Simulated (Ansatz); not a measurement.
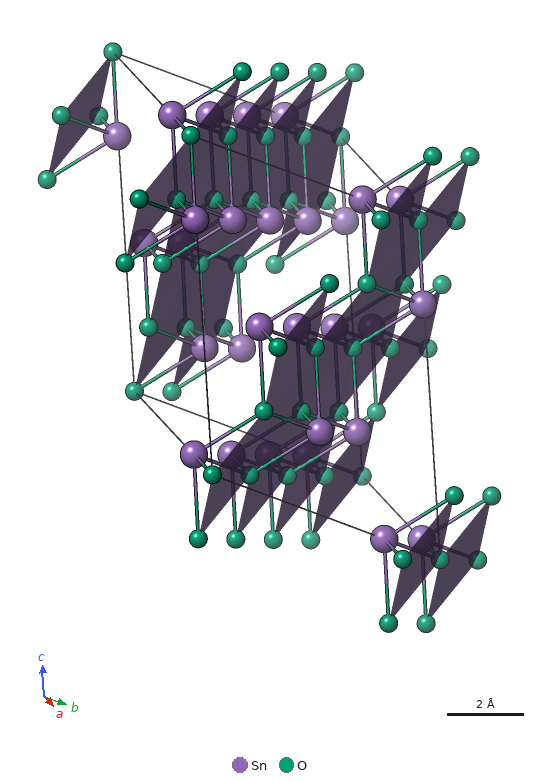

**Figure 1.** The structure as given in the input (polyhedral view of the cell of the calculation, seen slightly off an axis; polyhedra are completed across the faces of the cell).

Run report: Sn₁₅O₁₆, geometry relaxation (part 1 of 3)

System: Sn₁₅O₁₆ (defect cell, 31 atoms in the cell).
Method: DFT PBE+D3(BJ), scalar-relativistic, plane waves, PAW, no spin polarisation (Ansatz 0.2.0).

The structure derives from an entry of the Crystallography Open Database.

The input
```yaml
crystal:
  lattice:
    - [0.0, 7.6731101714, 4.7594503434]
    - [0.0, -7.6731101714, 4.7594503434]
    - [7.6731101714, 0.0, -4.7594503434]
  atoms:
    - { symbol: Sn, position: [0.2467339968, 0.2467339968, 0.25] }
    - { symbol: Sn, position: [0.7467339968, 0.7467339968, 0.25] }
    - { symbol: Sn, position: [0.9967339968, 0.4967339968, 0.25] }
    - { symbol: Sn, position: [0.2467339968, 0.7467339968, 0.75] }
    - { symbol: Sn, position: [0.4967339968, 0.4967339968, 0.75] }
    - { symbol: Sn, position: [0.9967339968, 0.9967339968, 0.75] }
    - { symbol: Sn, position: [0.7467339968, 0.2467339968, 0.75] }
    - { symbol: Sn, position: [0.7532660032, 0.0032660032, 0.0] }
    - { symbol: Sn, position: [0.5032660032, 0.2532660032, 0.0] }
    - { symbol: Sn, position: [0.0032660032, 0.7532660032, 0.0] }
    - { symbol: Sn, position: [0.2532660032, 0.5032660032, 0.0] }
    - { symbol: Sn, position: [0.5032660032, 0.7532660032, 0.5] }
    - { symbol: Sn, position: [0.7532660032, 0.5032660032, 0.5] }
    - { symbol: Sn, position: [0.2532660032, 0.0032660032, 0.5] }
    - { symbol: Sn, position: [0.0032660032, 0.2532660032, 0.5] }
    - { symbol: O, position: [0.25, 0.75, 0.0] }
    - { symbol: O, position: [0.0, 0.0, 0.0] }
    - { symbol: O, position: [0.5, 0.5, 0.0] }
    - { symbol: O, position: [0.75, 0.25, 0.0] }
    - { symbol: O, position: [0.0, 0.5, 0.5] }
    - { symbol: O, position: [0.25, 0.25, 0.5] }
    - { symbol: O, position: [0.75, 0.75, 0.5] }
    - { symbol: O, position: [0.5, 0.0, 0.5] }
    - { symbol: O, position: [0.5, 0.75, 0.25] }
    - { symbol: O, position: [0.25, 0.0, 0.25] }
    - { symbol: O, position: [0.75, 0.5, 0.25] }
    - { symbol: O, position: [0.0, 0.25, 0.25] }
    - { symbol: O, position: [0.25, 0.5, 0.75] }
    - { symbol: O, position: [0.5, 0.25, 0.75] }
    - { symbol: O, position: [0.0, 0.75, 0.75] }
    - { symbol: O, position: [0.75, 0.0, 0.75] }
basis:
  ecutwfc: 420
  xc_grid: 2
kpoints:
  mp_grid: { grid: [4, 4, 4], shift: [0.5, 0.5, 0.5] }
hamiltonian:
  xc: pbe
  dispersion: d3bj
scf:
  occupations: { method: gaussian, width: 0.1 }
output:
  forces: true
  stress: false
  eigenvalues: true
  write_density: true
  write_potential: true
  elf: true
  volumetric_format: npy
relax:
  adjacent_minimum: "off"
  f_tol: 0.025
  max_steps: 60
```

Launch command:
```bash
ansatz run input.yaml --threads 8 --pin off --max-ram 22528MiB --backend cpu --events-out ev --progress --plain --runs-dir out
```

What the program printed
```
Engine: ansatz 0.2.0, x86_64-unknown-linux-gnu
Pseudopotentials: kind: paw
Pseudopotential: Sn, paw, valence charge 14, recommended cutoff 420 eV (normal), Sn.paw.azcp
Pseudopotential: O, paw, valence charge 6, recommended cutoff 420 eV (normal), O.paw.azcp
Functional definition: PBE
  parameter kappa = 0.804
  parameter beta = 0.06672455060314922
  exchange = pbe_x(kappa = kappa, mu = beta*pi^2/3)
  correlation = pbe_c(beta = beta)
Crystal: 31 atoms, lattice volume = 560.441 Å³
Basis set: ecut = 420 eV, 10955 PW (Γ), exchange–correlation on 128×128×128 points (8 copies of the dense FFT grid, shifted against one another)
Bands: 184, of which v1, the nominal top of the filled ones, is band 153 counted from 1 (152 counted from 0)
Symmetry: 8 space group operations
Space group: I4mm (ITA 107), of the structure as read, at distance tolerance 8.2e-5 Å
k-points: 11 of 64 (time reversal used)
Non-local potential: Sn, projectors of the file, l = 0: 2, l = 1: 2, l = 2: 2, l = 3: 2
Non-local potential: O, projectors of the file, l = 0: 2, l = 1: 2, l = 2: 1
PAW form: soft (Blöchl's): semilocal exchange-correlation on the pseudo side does not see the compensation charge
PAW one-centre angular grid: Sn, 590 points (default); XC on 64 Gauss nodes
PAW one-centre angular grid: O, 110 points (default); XC on 64 Gauss nodes
Initial density: superposition of atomic densities (neutral atoms: chi_scale 0, normalization atom), corrected by the library's trained network
Initial wavefunctions: pseudopotential atomic-orbital guess
Functional: x = pbe(κ = 0.804, μ = 0.2195149727645171), c = pbe(β = 0.06672455060314922)
SCF iter   1: F=—  HF=-99446.519436 eV  |F-HF|=—  |Δ(HF+E_count)|=         —  Δρ=3.55e-3  dr2=5.77e-2  ethr=1.77e-3  ⟨swp⟩=5.5  Hψ=7505  notcnv=0  defer=81
preconditioner: auto → LDOS  [insulator: Δε(μ)=0.119 eV  Ē_g=17.762 eV  σ=0.100 eV  W_gap=0.59  n_scr=142 (ndim 8)  ℏωp=27.4 eV  f_vac=0.047  D(μ)=3.50/eV (n_scr^D=12)  ε∞_Penn≈3.4  β→1.0]
SCF iter   2: F=—  HF=-99446.528361 eV  |F-HF|=—  |Δ(HF+E_count)|=   8.92e-3  Δρ=2.18e-3  dr2=4.76e-2  ethr=1.89e-5  ⟨swp⟩=2.0  Hψ=4013  notcnv=0  defer=129
SCF iter   3: F=—  HF=-99446.518486 eV  |F-HF|=—  |Δ(HF+E_count)|=   9.87e-3  Δρ=6.55e-4  dr2=3.91e-3  ethr=1.56e-5  ⟨swp⟩=2.0  Hψ=3452  notcnv=0  defer=129
SCF iter   4: F=—  HF=-99446.518070 eV  |F-HF|=—  |Δ(HF+E_count)|=   4.16e-4  Δρ=1.26e-4  dr2=8.76e-5  ethr=1.28e-6  ⟨swp⟩=2.2  Hψ=3558  notcnv=0  defer=120
iter 5 did not close the SCF: its close was put off for the readings that it lacked (scf_convergence_deferred on its scf_iter line)
SCF iter   5: F=-99446.518073 eV  HF=-99446.518077 eV  |F-HF|=3.37e-6  |Δ(HF+E_count)|=   6.47e-6  Δρ=3.37e-5  dr2=7.54e-6  ethr=2.86e-8  ⟨swp⟩=2.0  Hψ=2914  notcnv=0  defer=112
SCF iter   6: F=-99446.518077 eV  HF=-99446.518077 eV  |F-HF|=4.04e-7  |Δ(HF+E_count)|=   6.23e-7  Δρ=1.22e-5  dr2=7.59e-7  ethr=2.46e-9  ⟨swp⟩=16.0  Hψ=18699  notcnv=0
SCF 1 converged in 6 iterations: F = -99446.518077 eV  dr2 = 7.59e-7
  greatest PAW one-centre occupation: 0.993 electrons in one spin orbital (limit 2), on the Sn atom at site 7 (counted from 0), in its partial waves of l = 2
relax step   1: F+E_penalty+E_count = -99446.51807696 eV  Δ(F+E_penalty+E_count) = +0.000e0 eV  max|allowed force component| = 1.637e0 eV/Å  Δτ_max = 0.0000 Å  (6 SCF iters, dr2 threshold 1.56e-5 eV, accepted)
Initial density: handed on by an earlier stage of this run
Initial wavefunctions: those handed on with the density
iter 1 solved again at ethr=2.16e-4 eV; its pass at ethr=3.10e-3 eV (dr2=6.60e-1 eV) is discarded
SCF iter   1: F=—  HF=-99447.851474 eV  |F-HF|=—  |Δ(HF+E_count)|=         —  Δρ=1.50e-2  dr2=6.54e-1  ethr=2.16e-4  ⟨swp⟩=1.0  Hψ=7881  notcnv=0  defer=251
preconditioner: auto → LDOS  [insulator: Δε(μ)=0.145 eV  Ē_g=18.002 eV  σ=0.100 eV  W_gap=0.68  n_scr=142 (ndim 8)  ℏωp=27.4 eV  f_vac=0.050  D(μ)=3.76/eV (n_scr^D=12)  ε∞_Penn≈3.3  β→1.0]
SCF iter   2: F=—  HF=-99447.801156 eV  |F-HF|=—  |Δ(HF+E_count)|=   5.03e-2  Δρ=8.95e-3  dr2=3.52e-1  ethr=2.14e-4  ⟨swp⟩=2.3  Hψ=3443  notcnv=0  defer=251
SCF iter   3: F=—  HF=-99447.704402 eV  |F-HF|=—  |Δ(HF+E_count)|=   9.68e-2  Δρ=1.14e-3  dr2=6.76e-3  ethr=1.15e-4  ⟨swp⟩=2.0  Hψ=4000  notcnv=0  defer=257
SCF iter   4: F=—  HF=-99447.703827 eV  |F-HF|=—  |Δ(HF+E_count)|=   5.76e-4  Δρ=3.59e-4  dr2=7.10e-4  ethr=2.21e-6  ⟨swp⟩=2.0  Hψ=3465  notcnv=0  defer=260
SCF iter   5: F=—  HF=-99447.703659 eV  |F-HF|=—  |Δ(HF+E_count)|=   1.68e-4  Δρ=8.48e-5  dr2=3.76e-5  ethr=2.32e-7  ⟨swp⟩=2.0  Hψ=3410  notcnv=0  defer=260
SCF iter   6: F=-99447.703661 eV  HF=-99447.703661 eV  |F-HF|=1.38e-7  |Δ(HF+E_count)|=   2.06e-6  Δρ=2.16e-5  dr2=2.46e-6  ethr=1.23e-8  ⟨swp⟩=18.3  Hψ=20952  notcnv=0
SCF 2 converged in 6 iterations: F = -99447.703661 eV  dr2 = 2.46e-6
  greatest PAW one-centre occupation: 0.994 electrons in one spin orbital (limit 2), on the Sn atom at site 10 (counted from 0), in its partial waves of l = 2
relax step   2: F+E_penalty+E_count = -99447.70366054 eV  Δ(F+E_penalty+E_count) = -1.186e0 eV  max|allowed force component| = 4.582e-1 eV/Å  Δτ_max = 0.1946 Å  (6 SCF iters, dr2 threshold 1.00e-4 eV, accepted)
SCF iter   1: F=—  HF=-99447.826260 eV  |F-HF|=—  |Δ(HF+E_count)|=         —  Δρ=4.44e-3  dr2=7.68e-2  ethr=3.08e-4  ⟨swp⟩=4.4  Hψ=5505  notcnv=0  defer=264
preconditioner: auto → LDOS  [insulator: Δε(μ)=0.159 eV  Ē_g=17.937 eV  σ=0.100 eV  W_gap=0.69  n_scr=142 (ndim 8)  ℏωp=27.4 eV  f_vac=0.053  D(μ)=3.14/eV (n_scr^D=12)  ε∞_Penn≈3.3  β→1.0]
SCF iter   2: F=—  HF=-99447.830471 eV  |F-HF|=—  |Δ(HF+E_count)|=   4.21e-3  Δρ=2.75e-3  dr2=6.83e-2  ethr=2.51e-5  ⟨swp⟩=2.0  Hψ=4081  notcnv=0  defer=264
SCF iter   3: F=—  HF=-99447.803989 eV  |F-HF|=—  |Δ(HF+E_count)|=   2.65e-2  Δρ=4.95e-4  dr2=1.66e-3  ethr=2.23e-5  ⟨swp⟩=2.0  Hψ=3447  notcnv=0  defer=264
SCF iter   4: F=—  HF=-99447.804017 eV  |F-HF|=—  |Δ(HF+E_count)|=   2.74e-5  Δρ=1.55e-4  dr2=1.52e-4  ethr=5.42e-7  ⟨swp⟩=2.0  Hψ=3479  notcnv=0  defer=264
SCF iter   5: F=-99447.803980 eV  HF=-99447.803979 eV  |F-HF|=4.78e-7  |Δ(HF+E_count)|=   3.73e-5  Δρ=3.01e-5  dr2=3.37e-6  ethr=4.29e-9  ⟨swp⟩=17.1  Hψ=19111  notcnv=0
SCF 3 converged in 5 iterations: F = -99447.803980 eV  dr2 = 3.37e-6
  greatest PAW one-centre occupation: 0.994 electrons in one spin orbital (limit 2), on the Sn atom at site 4 (counted from 0), in its partial waves of l = 2
relax step   3: F+E_penalty+E_count = -99447.80397987 eV  Δ(F+E_penalty+E_count) = -1.003e-1 eV  max|allowed force component| = 1.998e-1 eV/Å  Δτ_max = 0.0523 Å  (5 SCF iters, dr2 threshold 1.31e-5 eV, accepted)
SCF iter   1: F=—  HF=-99447.826550 eV  |F-HF|=—  |Δ(HF+E_count)|=         —  Δρ=1.07e-3  dr2=3.34e-3  ethr=1.68e-5  ⟨swp⟩=2.0  Hψ=3355  notcnv=0  defer=264
preconditioner: auto → LDOS  [insulator: Δε(μ)=0.151 eV  Ē_g=17.940 eV  σ=0.100 eV  W_gap=0.65  n_scr=142 (ndim 8)  ℏωp=27.4 eV  f_vac=0.053  D(μ)=3.06/eV (n_scr^D=12)  ε∞_Penn≈3.3  β→1.0]
SCF iter   2: F=—  HF=-99447.826601 eV  |F-HF|=—  |Δ(HF+E_count)|=   5.09e-5  Δρ=4.32e-4  dr2=1.71e-3  ethr=1.09e-6  ⟨swp⟩=2.0  Hψ=3983  notcnv=0  defer=264
SCF iter   3: F=—  HF=-99447.826564 eV  |F-HF|=—  |Δ(HF+E_count)|=   3.71e-5  Δρ=1.42e-4  dr2=2.46e-4  ethr=5.59e-7  ⟨swp⟩=2.0  Hψ=3413  notcnv=0  defer=264
SCF iter   4: F=—  HF=-99447.826504 eV  |F-HF|=—  |Δ(HF+E_count)|=   6.01e-5  Δρ=3.60e-5  dr2=7.92e-6  ethr=8.05e-8  ⟨swp⟩=2.0  Hψ=3344  notcnv=0  defer=264
SCF iter   5: F=-99447.826502 eV  HF=-99447.826502 eV  |F-HF|=1.21e-7  |Δ(HF+E_count)|=   1.84e-6  Δρ=6.42e-6  dr2=2.61e-7  ethr=1.02e-9  ⟨swp⟩=17.9  Hψ=18244  notcnv=0
SCF 4 converged in 5 iterations: F = -99447.826502 eV  dr2 = 2.61e-7
  Residual-converged pass: ⟨swp⟩=1.0  Hψ=2068  notcnv=0  max |occ|·‖R‖ = 7.0e-9 eV (tolerance 1.0e-8 eV)  dr2=2.61e-7  dr2_onsite=2.12e-8  max |Δocc| = 7.8e-12
  greatest PAW one-centre occupation: 0.994 electrons in one spin orbital (limit 2), on the Sn atom at site 5 (counted from 0), in its partial waves of l = 2
relax step   4: F+E_penalty+E_count = -99447.82650218 eV  Δ(F+E_penalty+E_count) = -2.252e-2 eV  max|allowed force component| = 5.091e-2 eV/Å  Δτ_max = 0.0154 Å  (5 SCF iters, dr2 threshold 3.13e-6 eV, accepted)
SCF iter   1: F=—  HF=-99447.830743 eV  |F-HF|=—  |Δ(HF+E_count)|=         —  Δρ=1.49e-3  dr2=7.46e-3  ethr=1.39e-5  ⟨swp⟩=2.5  Hψ=4069  notcnv=0  defer=264
preconditioner: auto → LDOS  [insulator: Δε(μ)=0.140 eV  Ē_g=17.942 eV  σ=0.100 eV  W_gap=0.62  n_scr=142 (ndim 8)  ℏωp=27.4 eV  f_vac=0.054  D(μ)=3.05/eV (n_scr^D=12)  ε∞_Penn≈3.3  β→1.0]
SCF iter   2: F=—  HF=-99447.831610 eV  |F-HF|=—  |Δ(HF+E_count)|=   8.67e-4  Δρ=8.31e-4  dr2=7.51e-3  ethr=2.44e-6  ⟨swp⟩=2.0  Hψ=4007  notcnv=0  defer=264
SCF iter   3: F=—  HF=-99447.829268 eV  |F-HF|=—  |Δ(HF+E_count)|=   2.34e-3  Δρ=1.79e-4  dr2=2.44e-4  ethr=2.44e-6  ⟨swp⟩=2.0  Hψ=3412  notcnv=0  defer=264
SCF iter   4: F=—  HF=-99447.829224 eV  |F-HF|=—  |Δ(HF+E_count)|=   4.40e-5  Δρ=4.11e-5  dr2=1.04e-5  ethr=7.99e-8  ⟨swp⟩=2.0  Hψ=3372  notcnv=0  defer=264
SCF iter   5: F=—  HF=-99447.829595 eV  |F-HF|=—  |Δ(HF+E_count)|=   3.70e-4  Δρ=8.70e-6  dr2=2.96e-7  ethr=3.41e-9  ⟨swp⟩=2.0  Hψ=3445  notcnv=0  defer=264
SCF iter   6: F=-99447.829595 eV  HF=-99447.829595 eV  |F-HF|=4.37e-11  |Δ(HF+E_count)|=   1.24e-7  Δρ=2.92e-6  dr2=3.41e-8  ethr=3.27e-11  ⟨swp⟩=16.5  Hψ=15651  notcnv=0
SCF 5 converged in 6 iterations: F = -99447.829595 eV  dr2 = 3.41e-8
relax step   5: F+E_penalty+E_count = -99447.82959463 eV  Δ(F+E_penalty+E_count) = -3.092e-3 eV  max|allowed force component| = 4.523e-2 eV/Å  Δτ_max = 0.0219 Å  (6 SCF iters, accepted)
SCF iter   1: F=—  HF=-99447.830846 eV  |F-HF|=—  |Δ(HF+E_count)|=         —  Δρ=5.32e-4  dr2=1.03e-3  ethr=4.04e-6  ⟨swp⟩=2.1  Hψ=4178  notcnv=0  defer=264
preconditioner: auto → LDOS  [insulator: Δε(μ)=0.135 eV  Ē_g=17.946 eV  σ=0.100 eV  W_gap=0.60  n_scr=142 (ndim 8)  ℏωp=27.4 eV  f_vac=0.054  D(μ)=3.08/eV (n_scr^D=12)  ε∞_Penn≈3.3  β→1.0]
SCF iter   2: F=—  HF=-99447.830888 eV  |F-HF|=—  |Δ(HF+E_count)|=   4.24e-5  Δρ=3.21e-4  dr2=8.84e-4  ethr=3.36e-7  ⟨swp⟩=2.0  Hψ=4016  notcnv=0  defer=264
SCF iter   3: F=—  HF=-99447.830561 eV  |F-HF|=—  |Δ(HF+E_count)|=   3.27e-4  Δρ=6.15e-5  dr2=2.38e-5  ethr=2.89e-7  ⟨swp⟩=2.1  Hψ=3445  notcnv=0  defer=264
SCF iter   4: F=—  HF=-99447.830952 eV  |F-HF|=—  |Δ(HF+E_count)|=   3.91e-4  Δρ=1.72e-5  dr2=2.26e-6  ethr=7.77e-9  ⟨swp⟩=2.0  Hψ=3447  notcnv=0  defer=264
SCF iter   5: F=-99447.830952 eV  HF=-99447.830952 eV  |F-HF|=2.68e-9  |Δ(HF+E_count)|=   5.94e-7  Δρ=3.31e-6  dr2=4.67e-8  ethr=3.27e-11  ⟨swp⟩=14.1  Hψ=16968  notcnv=0
SCF 6 converged in 5 iterations: F = -99447.830952 eV  dr2 = 4.67e-8
relax step   6: F+E_penalty+E_count = -99447.83095169 eV  Δ(F+E_penalty+E_count) = -1.357e-3 eV  max|allowed force component| = 2.159e-2 eV/Å  Δτ_max = 0.0127 Å  (5 SCF iters, accepted)
```

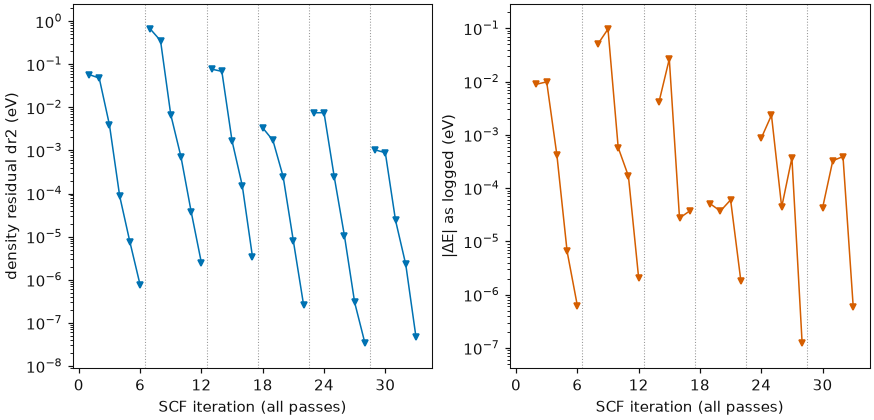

**Figure 2.** Convergence of the self-consistent field: density residual dr2 and size of the energy change against the SCF iteration. The dotted lines part the SCF passes of the relaxation: geometry steps, rejected trials and re-solves on a re-selected basis. The 6 passes take 5 to 6 iterations each, 33 in all.

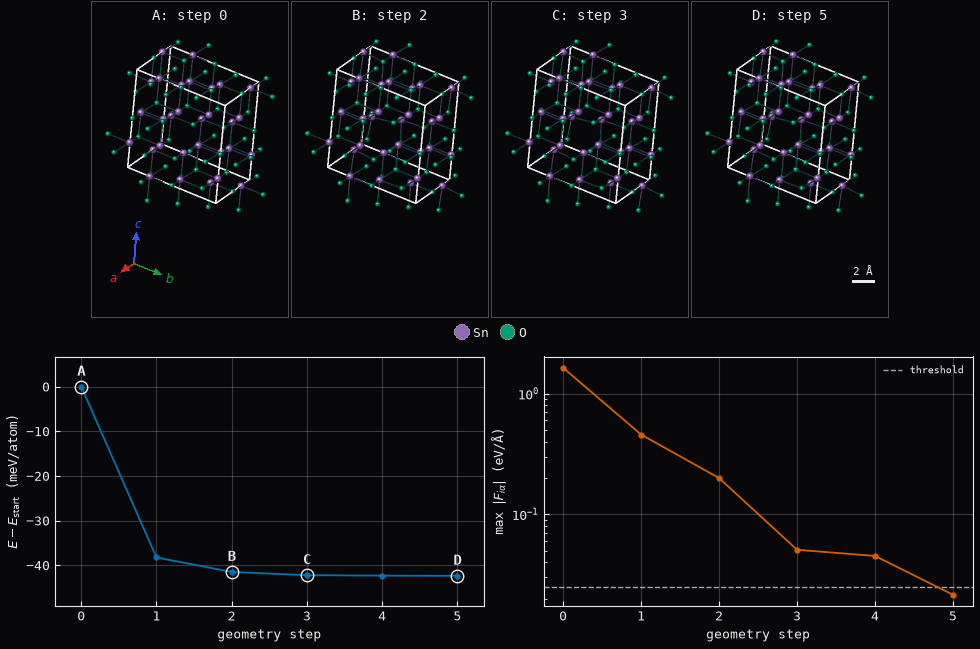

**Figure 3.** Frames of the relaxation (ball-and-stick view of the cell of the calculation (origin shifted), with bonded neighbours outside it, seen slightly off an axis) above the curves, on which the letters mark them (the first geometry is step 0 here and step 1 in the log).
